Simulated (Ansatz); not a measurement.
SnO2: geometry relaxation (part 2 of 2)

Continued. System: SnO2 (R-3m, 3 atoms in the cell). Method: DFT r2SCAN, scalar-relativistic, plane waves, PAW, no spin polarisation (Ansatz 0.2.0); cutoff 500 eV, 12×12×12 k-mesh, Gaussian smearing of 0.02 eV. The structure derives from a Materials Project entry.

Geometry of the input (Å; fractional positions):
```
1.6047  0.9265  4.3422
-1.6047  0.9265  4.3422
0.0000  -1.8529  4.3422
Sn 0.5000  0.5000  0.5000
O  0.2415  0.2415  0.2415
O  0.7585  0.7585  0.7585
```

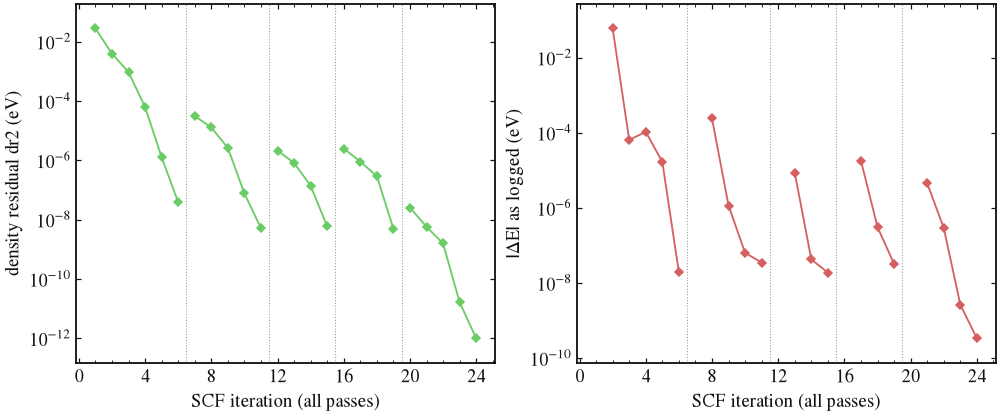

**Figure 1.** Convergence of the self-consistent field: density residual dr2 and size of the energy change against the SCF iteration. The dotted lines part the SCF passes of the relaxation: geometry steps, rejected trials and re-solves on a re-selected basis. The 5 passes take 4 to 6 iterations each, 24 in all.

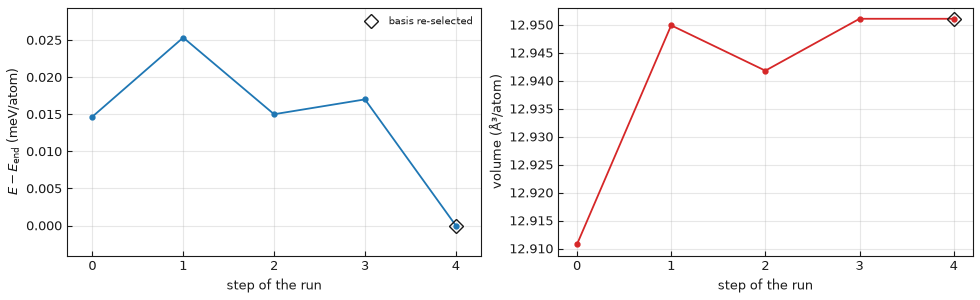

**Figure 2.** Progress of the relaxation, step by step (the first geometry is step 0 here and step 1 in the log). The atoms keep their places relative to the cell (all moves are under 0.005 Å). After 3 geometry steps the energy has risen by next to nothing (0.0 meV per atom). The largest force component goes from 0.0025 to 0.0015 eV/Å. The pressure goes from 0.12 to 0.02 GPa. A last SCF at the same geometry on a re-selected plane-wave basis shifts the energy by next to nothing (0.0 meV per atom).

```
basis re-selected at this cell: Δ(F+E_penalty+E_count) = -5.093e-5 eV, ΔP = -0.001 GPa vs the last step (what re-selecting the basis moved, of the pressure what is left beyond the Pulay correction that the steps carried, after the strain that the cell walked since its last selection, with what the two solves' SCF thresholds leave and, on support functions, any second-order correction that the steps lacked; it is no measure of the basis error at this ecutwfc). This SCF's stress stands 1.84e-2 GPa from its target on what of the cell is left free (relax.cell.stress_tol is 5.00e-2 GPa) and its largest allowed force component is 1.48e-3 eV/Å (relax.f_tol is 5.00e-3 eV/Å): within both
SCF converged after 5 iterations
Free energy (F): -7175.588682 eV
Harris-Foulkes:  -7175.588682 eV  (|F-HF|=7.28e-12)
Internal energy: -7175.588682 eV  (E = F + TS)
E sigma→0 (E₀):  -7175.588682 eV
Fermi energy:    8.668721 eV
--- Per-component energies (eV) ---
  E_band       = -111.219477
  E_kinetic    = 541.819692
  E_local      = -1694.118422  (includes V_loc(G=0)·N_el)
  E_nonlocal   = 65.189153
  E_hartree    = 862.099218
  E_xc         = -518.287249
  E_vxc        = -312.050262  (∫ρ·V_xc dr)
  E_paw        = -4491.311176  (= ΣΔE_a)
  E_vpaw       = -456.136582  (= ΣTr[D̂ρ^β])
  E_aug_tail   = 0.002111  (compensation charges beyond the density's cutoff)
  E_vtau       = 19.876392  (kinetic-family band-sum trace: ∫τ·v_τ [+ j·A + Jᵃ·Aᵃ] dr)
  E_ewald      = -1941.653447
  E_core_change = 0.671438  (= ΣΔE_core)
  E_smearing   = -0.000000  (= −TS)
  E_closure    = -0.000000  (closes the sum)
  Σ components = -7175.588682   (vs F -7175.588682, Δ=0.00e0)
--- Forces (eV/Å), atoms counted from 1 ---
  atom   1  Sn    -0.00000000    -0.00000000    -0.00000000
  atom   2  O     -0.00000000     0.00000000     0.00147520
  atom   3  O      0.00000000    -0.00000000    -0.00147520
  max |Σ_I F_I| component: 4.34e-19 eV/Å
--- Stress (GPa, compression-positive) ---
        0.018406       0.000000       0.000000
        0.000000       0.018406      -0.000000
        0.000000      -0.000000       0.015582
  P = ⅓ Tr σ = 0.0175 GPa (0.175 kbar)
--- Band table (eV; the first three rows and the last of 189) ---
  k-point 0: bands = ["-13.3691", "-12.9930", "-12.9930", "-12.7680", "-12.7680", "-11.6736", "-9.7849", "3.4087", "6.0055", "6.0055", "6.3269", "6.3269", "7.4256", "9.8903", "13.8791", "19.4364", "19.4364"]
  k-point 1: bands = ["-13.3282", "-13.0713", "-12.9771", "-12.7853", "-12.7686", "-11.6364", "-9.6561", "3.3704", "5.5016", "5.7848", "6.1930", "6.4413", "7.4300", "10.3801", "14.1704", "18.7543", "19.6235"]
  k-point 2: bands = ["-13.3444", "-13.1548", "-12.9375", "-12.8125", "-12.7661", "-11.5112", "-9.3440", "3.1401", "4.7431", "5.3833", "5.7162", "6.5602", "7.3822", "11.4377", "14.8954", "17.7682", "20.1209"]
  k-point 188: bands = ["-13.3627", "-12.9920", "-12.9920", "-12.7674", "-12.7674", "-11.4323", "-10.1053", "4.0763", "5.6673", "5.8431", "5.8431", "6.4507", "6.4507", "11.6634", "14.0453", "19.8560", "19.8560"]
--- Relaxed structure (4 steps of the walk, 4 accepted, 1 SCFs on fresh bases) ---
  F+E_penalty+E_count = -7175.58868196 eV   max|allowed force component| = 1.475e-3 eV/Å   (the final SCF, on the basis selected at the relaxed cell)
  cell:  # Å, volume = 38.8532 Å³
    - [1.6048204469455318, 0.9265435170617347, 4.35495260569059]
    - [-1.6048204469455318, 0.9265435170617347, 4.35495260569059]
    - [-1.155704270051304e-33, -1.853087034073321, 4.35495260570126]
  atoms:
    - { symbol: Sn, position: [0.49999999999999994, 0.49999999999999994, 0.5] }
    - { symbol: O, position: [0.2412464628948521, 0.2412464628948521, 0.2412464628948521] }
    - { symbol: O, position: [0.7587535371051477, 0.7587535371051477, 0.7587535371051478] }
```

### Trajectory as extended XYZ (Å, eV, eV/Å), 5 frames, from step=1 to step=5
```
3
Lattice="1.6047 0.9265 4.3422 -1.6047 0.9265 4.3422 0.0000 -1.8529 4.3422" Properties=species:S:1:pos:R:3:forces:R:3 step=1 energy=-7175.58864 pressure_GPa=0.12
Sn    0.0000    0.0000    6.5132    0.0000   0.0000   0.0000
O     0.0000    0.0000    3.1454    0.0000   0.0000  -0.0025
O     0.0000    0.0000    9.8811    0.0000   0.0000   0.0025
3
Lattice="1.6056 0.9270 4.3506 -1.6056 0.9270 4.3506 0.0000 -1.8539 4.3506" Properties=species:S:1:pos:R:3:forces:R:3 step=2 energy=-7175.58861 pressure_GPa=-0.03
Sn    0.0000    0.0000    6.5259    0.0000   0.0000   0.0000
O     0.0000    0.0000    3.1483    0.0000   0.0000   0.0114
O     0.0000    0.0000    9.9035    0.0000   0.0000  -0.0114
3
Lattice="1.6051 0.9267 4.3503 -1.6051 0.9267 4.3503 0.0000 -1.8534 4.3503" Properties=species:S:1:pos:R:3:forces:R:3 step=3 energy=-7175.58864 pressure_GPa=0.01
Sn    0.0000    0.0000    6.5255    0.0000   0.0000   0.0000
O     0.0000    0.0000    3.1490    0.0000   0.0000   0.0032
O     0.0000    0.0000    9.9019    0.0000   0.0000  -0.0032
3
Lattice="1.6048 0.9265 4.3550 -1.6048 0.9265 4.3550 0.0000 -1.8531 4.3550" Properties=species:S:1:pos:R:3:forces:R:3 step=4 energy=-7175.58863 pressure_GPa=0.02
Sn    0.0000    0.0000    6.5324    0.0000   0.0000   0.0000
O     0.0000    0.0000    3.1519    0.0000   0.0000   0.0015
O     0.0000    0.0000    9.9130    0.0000   0.0000  -0.0015
3
Lattice="1.6048 0.9265 4.3550 -1.6048 0.9265 4.3550 0.0000 -1.8531 4.3550" Properties=species:S:1:pos:R:3:forces:R:3 step=5 energy=-7175.58868 pressure_GPa=0.02
Sn    0.0000    0.0000    6.5324    0.0000   0.0000   0.0000
O     0.0000    0.0000    3.1519    0.0000   0.0000   0.0015
O     0.0000    0.0000    9.9130    0.0000   0.0000  -0.0015
```

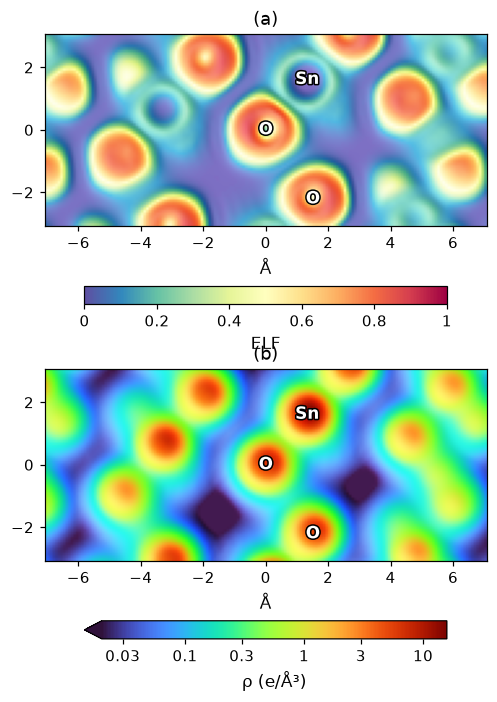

**Figure 3.** (a) ELF; (b) valence charge density (pseudo) on the (111) plane of the conventional cell. Atoms in the plane: Sn and O. Sn–O (2.09 Å): the density is about 0.63 e/Å³ at the midpoint; the ELF is about 0.25 at the midpoint. Away from the nuclei the density in this plane falls to 0.01 e/Å³ at its lowest. The fields are those of the smooth PAW valence density.

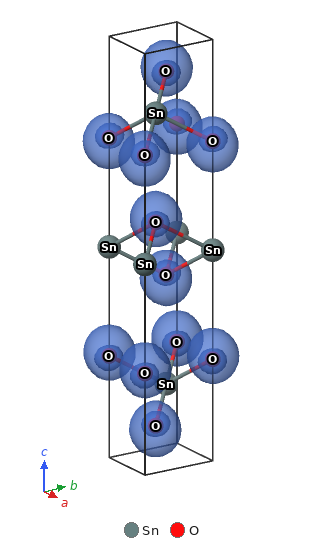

**Figure 4.** Isosurface of the ELF at 0.75 (blue), seen slightly off an axis. Only the valence region is drawn (cores and ρ < 0.01 e/Å³ removed). Sticks mark near contacts. The outline is the cell set on symmetry axes. Profiles from the grid: Sn–O (2.09 Å): the ELF is about 0.25 at the midpoint.

### Results in brief

- outcome: converged
- space group (tolerance 0.01 Å): R-3m (166)
- electrons treated: 26
- free energy: −7175.5887 eV
- Fermi energy: 8.669 eV
- gap on the k-point mesh: 2.44 eV
- pressure: 0.02 GPa
- final volume: 38.85 Å³
- largest force (length of the vector) at the end: 0.001 eV/Å
- final cell: a = 4.733 Å, b = 4.733 Å, c = 4.733 Å, α = 39.64°, β = 39.64°, γ = 39.64°
- wall time: 97 s
- peak memory: 0.56 GiB
